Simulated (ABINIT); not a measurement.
# InP (F-43m): G0W0 with ABINIT, start to end, part 3 of 3

How does a plane-wave GW calculation on InP (F-43m) run from the first input to the gap?

ABINIT 10.8.3; PBE and many-body steps on it, plane waves. Known limits of the many-body steps: not at the basis limit; exchange with frozen shells missing; mesh may overstate the screening; no spin-orbit coupling; coarse k mesh.

So far. Step 4 (Empty states on the mesh, 4×4×4 mesh, 33 bands): On this mesh the gap is 0.709 eV. Step 5 (Screening, 4×4×4 mesh, 29 bands, screening to 87.1 eV): Local fields lower ε∞ by 6 %. On a Γ-centred mesh this coarse the value itself is usually too large, while a short band sum pulls it down.

The database entry behind the starting cell differs from later determinations by our own check (0.1 to 0.3 % short, probably kX units), so it need not match the best structure at ambient conditions.

### Step 6. Self-energy, 4×4×4 mesh, 29 bands, screening to 87.1 eV

The self-energy is evaluated for the states that the input lists, and the levels follow from it, in one-shot runs by the linearised quasiparticle equation.

This step: G0W0 on PBE, plane waves, norm-conserving pseudopotentials.

run.abi

```
acell 3*1.0 Angstrom
rprim 
  -0.000000000000 2.930500000000 2.930500000000
  2.930500000000 -0.000000000000 2.930500000000
  2.930500000000 2.930500000000 -0.000000000000
ntypat 2
znucl 49 15
natom 2
typat 1 2
xred 
  0.000000000000 0.000000000000 0.000000000000
  0.250000000000 0.250000000000 0.250000000000
pp_dirpath "pseudos"
pseudos "In.upf, P.upf"
ecut 31
ngkpt 4 4 4
nshiftk 1
shiftk 0 0 0
kptopt 1
chksymbreak 0
istwfk *1
occopt 1
irdwfk 1
optdriver 4
nband 29
gwcalctyp 0
ecutsigx 31
symsigma 1
nkptgw 1
kptgw 
  0.0000000000 0.0000000000 0.0000000000
bdgw 
  7 13
ecuteps 3.2
irdscr 1
ppmodel 1
indata_prefix "in"
outdata_prefix "out"
tmpdata_prefix "tmp"
```

Started as:

```bash
OMP_NUM_THREADS=1 mpirun -n 4 abinit run.abi > log
```

Numbers of over 12 decimals in the logs are rounded to 6 here.

The log of the run:

```text
.Version 10.8.3 of ABINIT. v10.8.2 released Aug 2026.

 Symmetries : space group F-4 3 m (#216); Bravais cF (face-center cubic)
[... echo of the input left out ...]
== DATASET  1 ==================================================================
-   mpi_nproc: 4, omp_nthreads: 1 (-1 if OMP is not activated)

--- !DatasetInfo
iteration_state: {dtset: 1, }
dimensions: {natom: 2, nkpt: 8, mband: 29, nsppol: 1, nspinor: 1, nspden: 1, mpw: 2826, }
cutoff_energies: {ecut:  31.0, pawecutdg:  -1.0, }
electrons: {nelect:   1.80000000E+01, charge:   0.00000000E+00, occopt:   1.00000000E+00, tsmear:   1.00000000E-02, }

 SIGMA: Calculation of the GW corrections

 Based on a program developped by R.W. Godby, V. Olevano, G. Onida, and L. Reining.
 Incorporated in ABINIT by V. Olevano, G.-M. Rignanese, and M. Torrent.
.Using double precision arithmetic ; gwpc =  8

[... cell and pseudopotentials left out ...]
--------------------------------------------------------------------------------

 ==== K-mesh for the wavefunctions ====
 Number of points in the irreducible wedge :     8
[... list of points left out ...]
 Together with 24 symmetry operations and time-reversal symmetry
 yields    64 points in the full Brillouin Zone.

 ==== Q-mesh for screening function ====
 Number of points in the irreducible wedge :     8
[... list of points left out ...]
 Together with 24 symmetry operations and time-reversal symmetry
 yields    64 points in the full Brillouin Zone.

 vcoul_init : cutoff-mode = AUXILIARY_FUNCTION
 q-points for optical limit:   1
     1)      0.000010    0.000020    0.000030
 setmesh: FFT mesh size selected  =    40x   40x   40
          total number of points  =        64000

 Number of electrons calculated from density =   18.0000; Expected =   18.0000
 average of density, n =  0.052993
 r_s =    1.6516
 omega_plasma =   22.2058 [eV]

 === KS Band Gaps ===
  >>>> For spin  1
   Minimum direct gap =   0.7094 [eV], located at k-point      :   0.0000  0.0000  0.0000
   Fundamental gap    =   0.7094 [eV], Top of valence bands at :   0.0000  0.0000  0.0000
                                       Bottom of conduction at :   0.0000  0.0000  0.0000
 SIGMA fundamental parameters:
 PLASMON POLE MODEL  1
 number of plane-waves for SigmaX                 2741
 number of plane-waves for SigmaC and W             89
 number of plane-waves for wavefunctions          2741
 number of bands                                    29
 number of independent spin polarizations            1
 number of spinorial components                      1
 number of k-points in IBZ                           8
 number of q-points in IBZ                           8
 number of symmetry operations                      24
 number of k-points in BZ                           64
 number of q-points in BZ                           64
 number of frequencies for dSigma/dE                 9
 frequency step for dSigma/dE [eV]                0.25
 number of omega for Sigma on real axis              0
 max omega for Sigma on real axis  [eV]           0.00
 zcut for avoiding poles [eV]                     0.10

 EPSILON^-1 parameters (SCR file):
 dimension of the eps^-1 matrix on file             89
 dimension of the eps^-1 matrix used                89
 number of plane-waves for wavefunctions          2741
 number of bands                                    29
 number of q-points in IBZ                           8
 number of frequencies                               2
 number of real frequencies                          1
 number of imag frequencies                          1

 matrix elements of self-energy operator (all in [eV])

 Perturbative Calculation

--- !SelfEnergy_ee
iteration_state: {dtset: 1, }
kpoint     : [   0.000,    0.000,    0.000, ]
spin       : 1
KS_gap     :    0.709
QP_gap     :    1.049
Delta_QP_KS:    0.339
data: !SigmaeeData |
     Band     E0 <VxcDFT>   SigX SigC(E0)      Z dSigC/dE  Sig(E)    E-E0       E
        7   4.474 -12.528 -14.199   2.009   0.774  -0.292 -12.267   0.261   4.735
        8   4.474 -12.528 -14.199   2.009   0.774  -0.292 -12.267   0.261   4.735
        9   4.474 -12.528 -14.199   2.009   0.774  -0.292 -12.267   0.261   4.735
       10   5.183 -11.291  -7.493  -3.036   0.789  -0.267 -10.690   0.601   5.784
       11   8.562 -10.216  -6.368  -3.275   0.795  -0.258  -9.761   0.455   9.017
       12   8.562 -10.216  -6.368  -3.275   0.795  -0.258  -9.761   0.455   9.017
       13   8.562 -10.216  -6.368  -3.275   0.795  -0.258  -9.761   0.455   9.017

== END DATASET(S) ==============================================================
================================================================================

 -outvars: echo values of variables after computation  --------
           etotal      0.0000000000E+00
            nband          29
             nkpt           8
          spgroup         216
 [... the other variables as echoed above ...]

 Calculation completed.
```

Wall time 2.9 s (4 MPI ranks of Arm Neoverse V1, shared host); peak memory 0.14 GiB.

This step gave:

* G0W0 gap on the points computed: 1.049 eV
* starting gap on the mesh: 0.7094 eV
* k of the valence top: 0, 0, 0
* k of the conduction bottom: 0, 0, 0
* Z at the valence top: 0.774
* Z at the conduction bottom: 0.789
* least direct G0W0 gap on the computed points: 1.049 eV

The gap on the mesh goes from 0.71 eV to 1.05 eV, a correction of +0.34 eV.

Limits: finite bands, cutoff and mesh; exchange with frozen shells missing; no spin-orbit coupling; coarse k mesh. v1 is the top filled band, c1 the lowest empty one. Levels before and after the correction, in eV, zero at the valence-band top of each column:

|  | conduction bottom | valence top |
| --- | --- | --- |
| Kohn-Sham | 0.71 | 0.00 |
| G0W0 | 1.05 | 0.00 |

|  | level | energy (eV) |
| --- | --- | --- |
| Kohn-Sham | Γ v3-v1 | 0.000 |
| Kohn-Sham | Γ c1 | 0.709 |
| Kohn-Sham | Γ c2-c4 | 4.088 |
| G0W0 | Γ v3-v1 | 0.000 |
| G0W0 | Γ c1 | 1.049 |
| G0W0 | Γ c2-c4 | 4.282 |

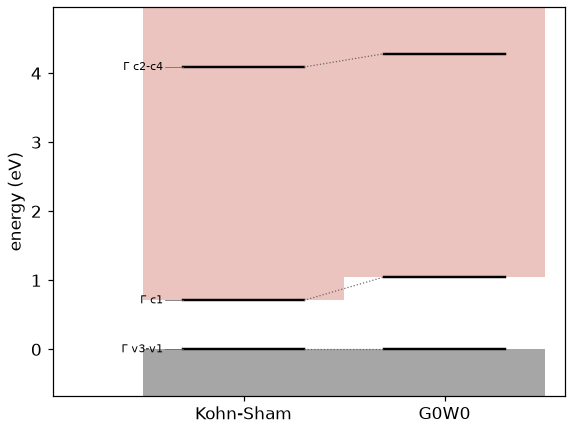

Levels before and after the correction. Shaded: valence and conduction bands.

### Step 7. Where the time went

Times are wall times on 4 MPI ranks of Arm Neoverse V1, shared host, good to a factor of about two.

| step | time | share | memory (GiB) |
| --- | --- | --- | --- |
| ground state | 9.3 s | 22 % | 0.29 |
| bands along the symmetry lines | 14 s | 35 % | 0.27 |
| empty states on the mesh | 10 s | 24 % | 0.25 |
| screening | 4.6 s | 11 % | 0.41 |
| self-energy | 2.9 s | 7 % | 0.14 |

### Step 8. Outcome

| Item | Value |
| --- | --- |
| PBE gap | 0.71 eV, direct |
| G0W0 gap on the mesh | 1.05 eV |
| GW settings | 4×4×4 mesh, 29 bands, screening to 87.1 eV, Godby-Needs plasmon pole |
| known limits | not at the basis limit; exchange with frozen shells missing; mesh may overstate the screening; no spin-orbit coupling; coarse k mesh |

G0W0 moves the gap on the mesh from 0.71 eV to 1.05 eV (+0.34 eV), with Z of 0.77 and 0.79 at the edges. Local fields lower the RPA ε∞ on this mesh from 45.12 to 42.56; a Γ-centred mesh this coarse tends to raise both, most where the direct gap is narrow, while a short band sum lowers them. Only 1 of the mesh's irreducible points was corrected, so a valley elsewhere could overtake. Bands and cutoff are finite, so the gap is not at the basis limit. The miss can reach some tenths of an eV and take either sign; the mesh is an error of its own. In the G0W0 run levels were corrected at 1 k point alone, so a gap called «on the mesh» is the least over those, and an edge elsewhere would be missed. The 4×4×4 mesh is coarse for this cell, which bears on the long-range parts of exchange and screening. The norm-conserving file of at least one element keeps a d shell over frozen s and p shells of the same row. Exchange with those shells is missing from the self-energy, an error of 0.3 to 0.9 eV in cases checked, whose sign depends on which edge lies on those atoms. The RPA ε∞ on this mesh reaches over 25; with a narrow direct gap a coarse mesh can overstate it, and the correction is then too small. The many-body steps are scalar-relativistic: spin-orbit coupling is not in them.

[Paths, hosts, dates, memory and timing lines, banners, echoed tables and standing remarks are left out of the program output.]

[Logs are printed without paths, hosts, clocks, repeated set-up lines and the standing remarks that a program may print on its own settings, such as how far it seeks lower states.]

[Runs of the session that timed out or met a known fault of the program may be left out.]

[Hosts, paths, dates, database ids (printed as entryN), source tags and the programs' standing remarks are cut or masked in the printed files.]

[G0W0 gaps are taken among the corrected bands and points alone; a level outside them can change the order at an edge.]

[Where Ansatz stands beside ABINIT at settings called matched, ABINIT's density can come from a denser mesh and the files from another edition; pairs whose starting gaps differed by over 0.03 eV were left out, so agreement reads better than it is.]
